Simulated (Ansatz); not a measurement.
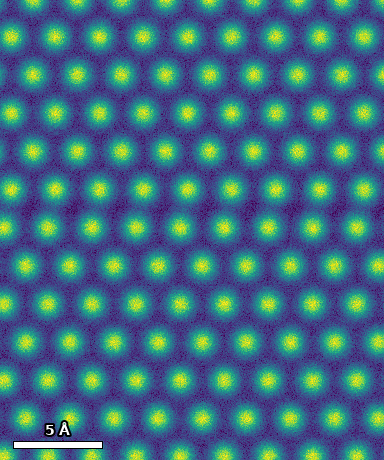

iDPC-like image of Hg (Pm-3m, No. 221) along [111]. Simulated as the projected potential of neutral atoms (B = 0.8 Å²) blurred by a 0.89 Å probe, the thin-sample limit of integrated differential phase contrast. The display is stretched by a gamma of 0.65; percentages refer to the linear signal. Shot noise was added.

One planar defect was built into the perfect crystal by geometry alone, without relaxation. Host structure: the geometry given to an electronic-structure calculation, possibly off equilibrium; the starting structure was generated, so it need not be a known form of this composition.

Q: Where does the periodic pattern break, and how?

A planar fault (a stacking fault) runs horizontally about 12 Å below the top edge. The part above it is shifted along the boundary by 2/3 of the 2.53 Å repeat of the rows (1.7 Å to the right, the same as 0.8 Å to the left); both parts keep the same orientation.
